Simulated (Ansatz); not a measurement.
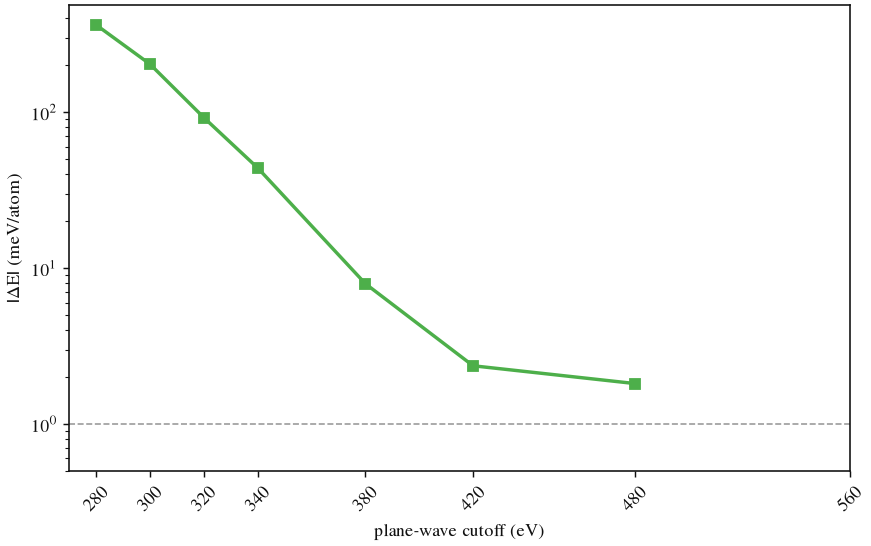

One cell, run at 8 values of the plane-wave cutoff (density cutoff scaled with it).
System: LiF (R3m, 2 atoms in the cell).
Method: HSE06, plane waves, PAW datasets in Ansatz; 4×4×4 k-mesh, Fermi–Dirac smearing of 0.05 eV.
ΔE is the free energy less its value at the largest setting, 560 eV.
Dashed lines or grey bands mark the tolerance: 1 meV/atom.

From which setting is the free energy converged to 1 meV/atom?

The free energy at the last setting but one, 480 eV, is still more than 1 meV/atom from the largest setting's value, so the scan doesn't show it converged. It is off by 360 meV/atom at 280 eV, 44 meV/atom at 340 eV and 1.8 meV/atom at 480 eV (always above it). The smaller bases give higher energies, which fall towards the limit as the basis grows.
